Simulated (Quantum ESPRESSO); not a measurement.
## Run report: Ag, density-of-states run (part 2 of 4)

The same run, continued: Ag (Fm-3m, 1 atom in the cell); Kohn-Sham DFT of a periodic cell, AM05, spin-orbit coupling, PseudoDojo 0.4 FR PBE standard (Quantum ESPRESSO 7.5); cutoff 1115.67 eV, 9×9×9 k-mesh, fermi-dirac of 0.05 eV, non-collinear spins. The structure derives from an entry of the Crystallography Open Database. The geometry was changed: volume scaled by 1.04.

Geometry of the input (Å; fractional positions):
```
0.0000  2.0696  2.0696
2.0696  0.0000  2.0696
2.0696  2.0696  0.0000
Ag 0.0000  0.0000  0.0000
```

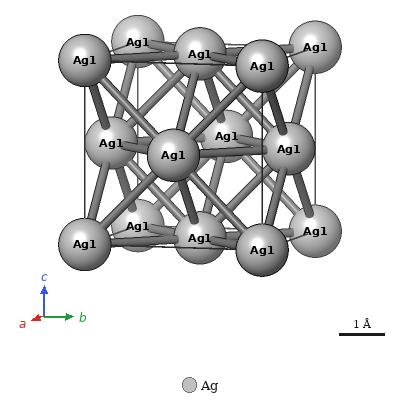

Figure 1. The structure (ball-and-stick view of the cell 4 times as large as that of the calculation, set on its symmetry axes, seen slightly off an axis; atoms are numbered from 1 in the order of the input). An atom can appear more than once, as a periodic image.

Log, continued
```
     total energy              =    -309.45662944 Ry
     estimated scf accuracy    <       0.00000006 Ry

     total magnetization       =     0.00     0.00     0.00 Bohr mag/cell
     absolute magnetization    =     0.00 Bohr mag/cell

     iteration #  9     ecut=    82.00 Ry     beta= 0.30
     Davidson diagonalization with overlap
     ethr =  3.04E-10,  avg # of iterations =  1.0

     total energy              =    -309.45662944 Ry
     estimated scf accuracy    <       0.00000001 Ry

     total magnetization       =    -0.00    -0.00    -0.00 Bohr mag/cell
     absolute magnetization    =     0.00 Bohr mag/cell

     iteration # 10     ecut=    82.00 Ry     beta= 0.30
     Davidson diagonalization with overlap
     ethr =  5.33E-11,  avg # of iterations =  2.0

     total energy              =    -309.45662944 Ry
     estimated scf accuracy    <          3.1E-10 Ry

     total magnetization       =    -0.00    -0.00    -0.00 Bohr mag/cell
     absolute magnetization    =     0.00 Bohr mag/cell

     iteration # 11     ecut=    82.00 Ry     beta= 0.30
     Davidson diagonalization with overlap
     ethr =  1.61E-12,  avg # of iterations =  2.0

 ==============================================================================
     atom number    1 relative position :    0.0000   0.0000   0.0000
     charge :    17.729655  (integrated on a sphere of radius 0.413)
     magnetization :          0.000000    0.000000    0.000000
     magnetization/charge:    0.000000    0.000000    0.000000
     polar coord.: r, theta, phi [deg] :     0.000000   54.735610   45.000000

 ==============================================================================

     End of self-consistent calculation

          k = 0.0000 0.0000 0.0000 (  1459 PWs)   bands (ev):

   -75.3215 -75.3215 -42.2913 -42.2913 -37.1763 -37.1763 -37.1763 -37.1763
     8.8732   8.8732  11.6273  11.6273  11.6273  11.6273  12.0218  12.0218
    12.8521  12.8521  12.8521  12.8521  32.4200  32.4200  35.4883  35.4883
    35.8987  35.8987  35.8987  35.8988  40.2990  40.2990  41.0306  41.0306
    41.0306  41.0306  41.2282  41.2282  44.4260  44.4260

          k = 0.0786 0.0786-0.0786 (  1462 PWs)   bands (ev):

   -75.3199 -75.3198 -42.2970 -42.2970 -37.1896 -37.1896 -37.1791 -37.1791
     9.2390   9.2390  11.6161  11.6161  11.6868  11.6868  12.0824  12.0824
    12.7925  12.7925  12.8584  12.8584  32.0322  32.0322  33.5568  33.5568
    35.6941  35.6941  35.9504  35.9504  39.5474  39.5474  40.7938  40.7938
    40.8071  40.8071  43.5734  43.5734  44.1420  44.1420

          k = 0.1571 0.1571-0.1571 (  1474 PWs)   bands (ev):

   -75.3156 -75.3156 -42.3113 -42.3113 -37.2233 -37.2233 -37.1862 -37.1862
    10.0763  10.0763  11.7415  11.7415  11.7620  11.7620  12.2207  12.2207
    12.7890  12.7890  12.9937  12.9937  28.3011  28.3011  33.0660  33.0660
    35.5220  35.5220  35.8403  35.8403  38.7841  38.7841  39.5626  39.5626
    39.6793  39.6793  44.5731  44.5731  44.7677  44.7677

          k = 0.2357 0.2357-0.2357 (  1501 PWs)   bands (ev):

   -75.3108 -75.3108 -42.3277 -42.3277 -37.2613 -37.2613 -37.1943 -37.1943
    10.3622  10.3622  11.6659  11.6659  12.1188  12.1188  12.9687  12.9687
    13.3112  13.3112  13.3308  13.3308  24.1154  24.1154  32.3087  32.3087
    34.6639  34.6639  35.1111  35.1111  38.7425  38.7425  38.8063  38.8063
    39.9541  39.9541  46.2753  46.2753  46.5183  46.5183

          k = 0.3143 0.3143-0.3143 (  1489 PWs)   bands (ev):

   -75.3076 -75.3076 -42.3385 -42.3385 -37.2860 -37.2860 -37.1996 -37.1996
    10.2761  10.2761  11.5747  11.5748  11.9946  11.9946  13.3980  13.3980
    13.6226  13.6226  15.4507  15.4507  20.5867  20.5867  31.6933  31.6933
    33.8149  33.8149  34.3163  34.3163  38.4927  38.4927  38.6694  38.6694
    41.3842  41.3842  48.1998  48.1998  48.5951  48.5951

          k = 0.1571 0.0000-0.0000 (  1479 PWs)   bands (ev):

   -75.3193 -75.3193 -42.2988 -42.2988 -37.1907 -37.1907 -37.1834 -37.1834
     9.3621   9.3621  11.5220  11.5220  11.7758  11.7758  12.1266  12.1266
    12.7039  12.7039  12.9268  12.9268  32.5098  32.5098  34.0995  34.0995
    34.3488  34.3488  34.5658  34.5658  40.5127  40.5127  41.0988  41.0988
    41.1443  41.1443  41.9950  41.9951  43.4620  43.4620

          k = 0.2357 0.0786-0.0786 (  1491 PWs)   bands (ev):

   -75.3159 -75.3159 -42.3103 -42.3103 -37.2163 -37.2163 -37.1904 -37.1904
    10.0851  10.0851  11.4117  11.4117  11.8746  11.8746  12.3063  12.3063
    12.7053  12.7053  13.0539  13.0539  29.9617  29.9617  32.8701  32.8701
    33.2716  33.2716  35.5658  35.5658  37.9501  37.9501  40.9332  40.9332
    41.2280  41.2280  42.6851  42.6852  47.1830  47.1830

          k = 0.3143 0.1571-0.1571 (  1496 PWs)   bands (ev):

   -75.3113 -75.3113 -42.3260 -42.3259 -37.2519 -37.2519 -37.1991 -37.1991
    10.5695  10.5695  11.6895  11.6895  11.9393  11.9393  12.2595  12.2595
    13.2636  13.2636  13.6301  13.6301  25.7059  25.7059  32.2514  32.2514
    32.5293  32.5293  34.5637  34.5637  39.0385  39.0385  40.6540  40.6540
    40.7259  40.7259  43.5077  43.5077  48.3281  48.3281

          k = 0.3928 0.2357-0.2357 (  1493 PWs)   bands (ev):

   -75.3076 -75.3076 -42.3385 -42.3385 -37.2800 -37.2800 -37.2062 -37.2062
    10.4908  10.4908  11.5839  11.5839  12.0839  12.0839  12.6966  12.6966
    13.5554  13.5554  15.5214  15.5214  21.8008  21.8008  31.3581  31.3581
    32.3237  32.3237  33.1299  33.1299  39.8657  39.8657  40.0984  40.0984
    42.3993  42.3993  44.8795  44.8795  49.7916  49.7916

          k =-0.2357-0.3928 0.3928 (  1504 PWs)   bands (ev):

   -75.3065 -75.3065 -42.3421 -42.3421 -37.2879 -37.2879 -37.2083 -37.2083
    10.4589  10.4589  11.5446  11.5446  12.0314  12.0314  12.9944  12.9944
    13.5140  13.5140  16.8637  16.8637  20.0134  20.0134  30.6217  30.6217
    32.5291  32.5291  33.1465  33.1465  39.5591  39.5591  39.7446  39.7446
    43.4614  43.4614  47.6851  47.6851  48.3875  48.3875

          k =-0.1571-0.3143 0.3143 (  1495 PWs)   bands (ev):

   -75.3086 -75.3086 -42.3350 -42.3350 -37.2722 -37.2722 -37.2041 -37.2041
    10.5596  10.5596  11.6231  11.6231  12.1149  12.1149  12.6600  12.6600
    13.1543  13.1543  14.9074  14.9074  23.0507  23.0507  30.3872  30.3872
    33.1208  33.1208  34.8948  34.8948  38.7950  38.7950  39.2047  39.2047
    43.2975  43.2975  45.2569  45.2569  47.0525  47.0525

          k =-0.0786-0.2357 0.2357 (  1496 PWs)   bands (ev):

   -75.3129 -75.3129 -42.3205 -42.3205 -37.2404 -37.2404 -37.1953 -37.1953
    10.5526  10.5526  11.5964  11.5964  11.9009  11.9009  12.2892  12.2892
    12.7027  12.7027  13.5709  13.5709  27.1321  27.1321  30.6890  30.6890
    34.5719  34.5719  37.0656  37.0656  37.5684  37.5684  38.7047  38.7047
    42.4806  42.4806  43.2104  43.2104  45.8797  45.8797

          k =-0.0000-0.1571 0.1571 (  1482 PWs)   bands (ev):

   -75.3173 -75.3173 -42.3055 -42.3055 -37.2077 -37.2077 -37.1855 -37.1855
     9.7992   9.7992  11.5094  11.5094  11.7971  11.7971  12.2220  12.2220
    12.6501  12.6501  13.0176  13.0176  31.2035  31.2035  31.4146  31.4146
    35.0619  35.0619  37.3467  37.3467  37.5248  37.5248  40.8529  40.8529
    41.0285  41.0285  42.4442  42.4442  45.1768  45.1768

          k = 0.3143 0.0000-0.0000 (  1487 PWs)   bands (ev):

   -75.3137 -75.3136 -42.3178 -42.3178 -37.2269 -37.2268 -37.2015 -37.2015
    10.4647  10.4647  11.1312  11.1312  12.1741  12.1741  12.5658  12.5658
    12.7124  12.7124  13.1397  13.1397  31.2086  31.2086  31.6746  31.6746
    32.4033  32.4033  32.7116  32.7116  35.2057  35.2057  42.6987  42.6987
    42.7402  42.7402  44.5975  44.5975  47.9337  47.9337

          k = 0.3928 0.0786-0.0786 (  1496 PWs)   bands (ev):

   -75.3099 -75.3099 -42.3305 -42.3305 -37.2525 -37.2525 -37.2118 -37.2118
    10.7652  10.7652  11.0394  11.0394  12.2183  12.2183  12.6805  12.6805
    13.3205  13.3205  13.8115  13.8115  27.6838  27.6838  30.2770  30.2770
    30.9048  30.9048  33.0694  33.0694  35.8905  35.8905  42.9631  42.9631
    43.1462  43.1462  46.0376  46.0376  48.5252  48.5252

          k = 0.4714 0.1571-0.1571 (  1500 PWs)   bands (ev):

   -75.3064 -75.3064 -42.3424 -42.3424 -37.2760 -37.2760 -37.2217 -37.2217
    10.7121  10.7121  11.2909  11.2909  12.1365  12.1365  12.5857  12.5857
    13.5897  13.5897  15.9349  15.9349  23.6367  23.6367  28.8731  28.8731
    30.0649  30.0649  32.7433  32.7433  39.3117  39.3117  42.3940  42.3940
    42.6043  42.6043  46.6153  46.6153  51.0080  51.0080

          k =-0.1571-0.4714 0.4714 (  1507 PWs)   bands (ev):

   -75.3048 -75.3047 -42.3478 -42.3478 -37.2861 -37.2861 -37.2270 -37.2270
    10.7733  10.7733  11.3933  11.3933  12.1804  12.1804  12.4940  12.4940
    13.5259  13.5259  18.5546  18.5546  20.3520  20.3520  27.3787  27.3787
    30.8144  30.8144  32.5864  32.5864  41.5561  41.5561  41.6786  41.6786
    43.5642  43.5642  47.2999  47.2999  49.4052  49.4052

          k =-0.0786-0.3928 0.3928 (  1506 PWs)   bands (ev):

   -75.3058 -75.3058 -42.3443 -42.3443 -37.2797 -37.2797 -37.2236 -37.2236
    10.9835  10.9835  11.4571  11.4571  12.1049  12.1049  12.4074  12.4074
    13.1453  13.1453  16.9804  16.9804  22.5756  22.5756  26.5576  26.5576
    32.5723  32.5723  32.9059  32.9059  40.0694  40.0694  41.2961  41.2961
    45.7953  45.7953  46.6584  46.6584  47.1816  47.1816

          k =-0.0000-0.3143 0.3143 (  1510 PWs)   bands (ev):

   -75.3090 -75.3090 -42.3335 -42.3335 -37.2616 -37.2616 -37.2111 -37.2111
    11.1783  11.1783  11.3755  11.3755  11.8900  11.8900  12.4060  12.4060
    12.7160  12.7160  14.9315  14.9315  26.3702  26.3702  26.6717  26.6717
    33.7684  33.7684  35.0542  35.0542  37.9492  37.9492  41.2560  41.2560
    42.2994  42.2994  46.1245  46.1245  47.3484  47.3484

          k = 0.4714 0.0000-0.0000 (  1479 PWs)   bands (ev):

   -75.3072 -75.3072 -42.3393 -42.3393 -37.2673 -37.2673 -37.2220 -37.2220
    10.5876  10.5876  10.6807  10.6807  13.0068  13.0068  13.1345  13.1345
    13.4673  13.4673  14.3122  14.3122  28.1441  28.1441  28.6821  28.6821
    28.9583  28.9583  32.9058  32.9058  33.1774  33.1774  45.8273  45.8273
    45.8695  45.8695  46.8607  46.8607  48.6530  48.6530

          k = 0.5500 0.0786-0.0786 (  1508 PWs)   bands (ev):

   -75.3046 -75.3046 -42.3482 -42.3482 -37.2827 -37.2827 -37.2318 -37.2318
    10.5097  10.5097  10.6471  10.6471  12.9421  12.9421  13.1863  13.1863
    13.6484  13.6484  16.3278  16.3278  25.6180  25.6180  26.2887  26.2887
    28.1493  28.1493  32.9379  32.9379  35.1873  35.1873  44.8851  44.8851
    46.1367  46.1367  49.4355  49.4355  50.2839  50.2840

          k =-0.0786-0.5500 0.5500 (  1505 PWs)   bands (ev):

   -75.3032 -75.3031 -42.3530 -42.3530 -37.2876 -37.2876 -37.2404 -37.2404
    10.5955  10.5955  10.9439  10.9439  12.5625  12.5625  12.9969  12.9969
    13.6085  13.6085  19.1088  19.1088  22.3720  22.3720  24.4193  24.4193
    28.6871  28.6871  32.8133  32.8133  38.8810  38.8810  43.6467  43.6467
    44.8294  44.8294  50.0318  50.0318  50.7906  50.7906

          k =-0.0000-0.4714 0.4714 (  1516 PWs)   bands (ev):

   -75.3037 -75.3036 -42.3514 -42.3514 -37.2843 -37.2843 -37.2395 -37.2394
    10.8592  10.8592  11.3793  11.3793  12.0528  12.0528  12.7541  12.7541
    13.3230  13.3230  19.4438  19.4438  22.0572  22.0572  23.6726  23.6726
    30.3024  30.3024  32.7692  32.7692  42.5088  42.5088  42.6137  42.6137
    43.0575  43.0575  47.9790  47.9790  48.1972  48.1972

          k = 0.6285 0.0000-0.0000 (  1508 PWs)   bands (ev):

   -75.3030 -75.3030 -42.3533 -42.3533 -37.2933 -37.2933 -37.2354 -37.2354
    10.2793  10.2793  10.3991  10.3991  13.4163  13.4163  13.5337  13.5337
    13.8674  13.8674  17.2189  17.2189  23.8270  23.8270  26.9020  26.9020
    27.3244  27.3244  33.0212  33.0212  33.0800  33.0800  46.0167  46.0167
    50.0353  50.0353  50.1187  50.1187  50.2847  50.2847

          k =-0.0000-0.6285 0.6285 (  1506 PWs)   bands (ev):

   -75.3025 -75.3025 -42.3552 -42.3552 -37.2944 -37.2944 -37.2398 -37.2398
    10.3413  10.3413  10.4909  10.4909  13.2644  13.2644  13.4008  13.4008
    13.7875  13.7875  18.6277  18.6277  22.8873  22.8873  25.2099  25.2099
    27.3286  27.3286  32.9909  32.9909  35.0647  35.0647  45.1801  45.1801
    48.2065  48.2065  51.0480  51.0481  51.7597  51.7597

          k = 0.3143 0.1571-0.0000 (  1495 PWs)   bands (ev):

   -75.3123 -75.3123 -42.3223 -42.3223 -37.2394 -37.2394 -37.2016 -37.2016
    10.7652  10.7652  11.2353  11.2353  11.8656  11.8656  12.5366  12.5366
    12.7583  12.7583  13.6114  13.6114  28.8137  28.8137  29.2370  29.2370
    33.3922  33.3922  35.1673  35.1673  37.4565  37.4565  40.1290  40.1290
    42.1511  42.1511  44.9587  44.9587  47.3551  47.3551

          k = 0.3928 0.2357-0.0786 (  1499 PWs)   bands (ev):

   -75.3083 -75.3083 -42.3360 -42.3360 -37.2664 -37.2664 -37.2134 -37.2134
    10.8955  10.8955  11.5299  11.5299  11.7818  11.7818  12.5217  12.5217
    13.1559  13.1559  15.0621  15.0621  24.8205  24.8205  28.5972  28.5972
    31.4400  31.4400  35.2160  35.2160  38.3369  38.3369  40.9090  40.9090
    42.6538  42.6539  45.9928  45.9928  48.6347  48.6347

          k =-0.2357-0.3928 0.5500 (  1503 PWs)   bands (ev):

   -75.3056 -75.3056 -42.3450 -42.3450 -37.2841 -37.2841 -37.2209 -37.2209
    10.7888  10.7888  11.4184  11.4184  12.1449  12.1449  12.4824  12.4824
    13.4622  13.4622  17.3608  17.3608  21.1198  21.1198  28.8271  28.8271
    29.8699  29.8699  34.3959  34.3959  39.0833  39.0833  42.4594  42.4595
    44.3439  44.3440  45.9019  45.9019  48.3901  48.3901

          k = 0.4714 0.1571-0.0000 (  1510 PWs)   bands (ev):

   -75.3067 -75.3067 -42.3413 -42.3413 -37.2706 -37.2706 -37.2242 -37.2242
    10.8370  10.8370  10.8876  10.8876  12.2463  12.2463  13.1165  13.1165
    13.2669  13.2669  15.3743  15.3743  26.7533  26.7533  27.1327  27.1327
    28.6520  28.6520  34.8117  34.8117  35.8210  35.8210  42.2700  42.2700
    45.3110  45.3110  48.1557  48.1557  48.9561  48.9561

          k =-0.1571-0.4714 0.6285 (  1508 PWs)   bands (ev):

   -75.3042 -75.3042 -42.3495 -42.3495 -37.2825 -37.2825 -37.2357 -37.2357
    10.8310  10.8310  11.1093  11.1093  12.0680  12.0680  12.9302  12.9302
    13.5281  13.5281  17.8018  17.8018  23.1481  23.1481  26.5529  26.5529
    27.2436  27.2436  34.9508  34.9508  38.7494  38.7494  41.5691  41.5691
    45.6770  45.6770  47.9875  47.9875  49.8714  49.8714

          k =-0.0786-0.3928 0.5500 (  1502 PWs)   bands (ev):

   -75.3036 -75.3036 -42.3514 -42.3514 -37.2842 -37.2842 -37.2395 -37.2395
    10.9964  10.9964  11.2992  11.2992  11.8820  11.8820  12.7284  12.7284
    13.4802  13.4802  19.7563  19.7563  20.9948  20.9948  25.3011  25.3011
    28.0744  28.0744  35.1221  35.1221  39.7900  39.7900  43.3742  43.3742
    44.9980  44.9980  45.2818  45.2818  49.7244  49.7244

          k = 0.0000-0.3143 0.4714 (  1503 PWs)   bands (ev):

   -75.3052 -75.3052 -42.3461 -42.3461 -37.2780 -37.2780 -37.2305 -37.2305
    11.2689  11.2689  11.3187  11.3187  11.6173  11.6173  12.7692  12.7692
    13.1694  13.1694  17.1410  17.1410  24.4123  24.4123  24.8214  24.8214
    29.6094  29.6094  35.8751  35.8751  38.2980  38.2980  42.6413  42.6413
    43.8259  43.8260  47.1549  47.1549  49.4270  49.4270

          k =-0.0786-0.5500 0.7071 (  1515 PWs)   bands (ev):

   -75.3030 -75.3030 -42.3536 -42.3536 -37.2895 -37.2894 -37.2403 -37.2403
    10.5250  10.5250  10.6245  10.6245  12.8215  12.8215  13.3075  13.3075
    13.7121  13.7121  18.2837  18.2837  23.9570  23.9570  25.6013  25.6013
    25.9409  25.9409  34.6219  34.6219  35.5231  35.5231  43.7065  43.7065
    48.3460  48.3460  49.7098  49.7098  50.2021  50.2021

          k =-0.0000-0.4714 0.6285 (  1504 PWs)   bands (ev):

   -75.3026 -75.3026 -42.3548 -42.3548 -37.2868 -37.2868 -37.2466 -37.2466
    10.7061  10.7061  10.9646  10.9646  12.3326  12.3326  13.0186  13.0186
    13.6805  13.6805  20.4922  20.4922  22.4471  22.4471  23.3301  23.3301
    26.5721  26.5721  34.9750  34.9750  38.9931  38.9931  41.9385  41.9385
    46.9501  46.9501  47.4040  47.4040  51.4611  51.4611

          k =-0.0786-0.3928 0.7071 (  1501 PWs)   bands (ev):

   -75.3028 -75.3028 -42.3541 -42.3541 -37.2829 -37.2829 -37.2488 -37.2488
    10.9506  10.9506  11.2729  11.2729  11.7588  11.7588  12.8783  12.8783
    13.6713  13.6713  20.2949  20.2949  23.0583  23.0583  23.8375  23.8375
    25.2430  25.2430  37.8990  37.8990  38.3530  38.3530  41.1180  41.1180
    44.8103  44.8103  48.4635  48.4635  49.8545  49.8545

          k = 0.0786 0.0786 0.0786 (  1462 PWs)   bands (ev):

   -75.3199 -75.3198 -42.2970 -42.2970 -37.1896 -37.1896 -37.1791 -37.1791
     9.2390   9.2390  11.6161  11.6161  11.6868  11.6868  12.0824  12.0824
    12.7925  12.7925  12.8584  12.8584  32.0322  32.0322  33.5568  33.5568
    35.6941  35.6941  35.9504  35.9504  39.5474  39.5474  40.7938  40.7938
    40.8071  40.8071  43.5734  43.5734  44.1420  44.1420

          k = 0.1571 0.1571 0.1571 (  1474 PWs)   bands (ev):
```
